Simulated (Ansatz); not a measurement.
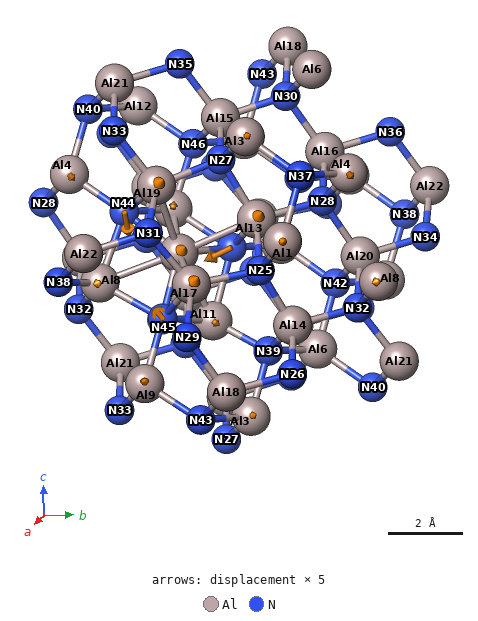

This is a relaxation of a defect cell of composition Al₂₅N₂₄ (cell charge +1). The starting structure is drawn; orange arrows show the displacements, magnified 5 times.

The picture is a ball-and-stick view of the atoms within 5.8 Å of the atom that moves most (axes of the cell of the calculation (origin shifted)), seen slightly off an axis.

Case: Al interstitial, charge +1, atoms relaxed at the host's cell.

Level of theory: Ansatz 0.2.0, DFT PBE, scalar-relativistic, plane waves, PAW. Settings: plane-wave cutoff 420 eV; k-point mesh 2 × 2 × 2; occupations gaussian; smearing width 0.01 eV; mesh shifted by (0.5, 0.5, 0.5); no spin polarisation; atoms relaxed in a fixed cell; force threshold 0.025 eV/Å; at most 45 steps.

Q: What did the optimiser do to the structure, and how much energy did it gain?

A: The largest moves, 0.19 Å, are those of N atoms. Largest moves by element: N 0.19 Å, Al 0.10 Å. The lattice vectors keep their values. Some distances before and after: Al–N 2.088 → 2.326 Å, Al–Al 2.312 → 2.400 Å, Al–N 2.069 → 1.992 Å, Al–N 1.899 → 1.861 Å. Among the angles between lasting bonds that change: Al–N–Al 109.4° → 120.3°, Al–N–Al 111.3° → 103.9°, Al–N–Al 71.1° → 77.0°. The energy falls by 0.963 eV per cell of the calculation in 5 accepted moves (7 points after the start). The largest force component goes from 2.4 to 0.012 eV/Å. The line search rejected the trial step at point 3 of the run. 1 step only repeated the SCF at the same geometry. The run took 27 s on 4 threads of Intel(R) Xeon(R) 6975P-C (Granite Rapids), with other jobs on the host, peak memory 1.1 GiB.

Limits of the set-up: the periodic images lie only 8.0 Å apart, so the values are limited by the cell's size; the cell is charged, on a uniform background, and energies carry no finite-size correction.
